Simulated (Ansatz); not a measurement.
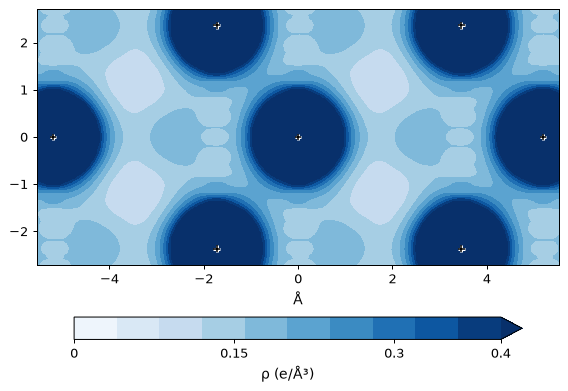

The valence charge density (pseudo) on a plane through atoms (crosses mark nuclei in the plane).

These are results of Ansatz 0.2.0, Kohn-Sham DFT of a periodic cell, PBEsol, Ansatz PAW, not measurements.

Candidates:
A. MoS$_{2}$, a = 3.18 Å, b = 3.18 Å, c = 21.67 Å, α = 90.00°, β = 90.00°, γ = 120.00°. Space group P-3m1; a structure from a database of computed crystals, not necessarily the ambient phase.
B. Ti$_{3}$Si, a = 6.29 Å, b = 6.29 Å, c = 6.29 Å, α = 90.00°, β = 90.00°, γ = 90.00°. Space group Fm-3m; a structure from a database of computed crystals, not necessarily the ambient phase; computed pressure about −5 GPa in this cell.
C. Ge, a = 2.98 Å, b = 5.19 Å, c = 4.73 Å, α = 90.00°, β = 90.00°, γ = 90.00°. Space group Cmcm; a structure from a database of computed crystals, not necessarily the ambient phase.

Which system is this?

Candidate C: Ge on the (100) plane of the conventional cell, which holds Ge. Ge–Ge (2.93 Å): ρ at the midpoint is about 0.21 e/Å³.
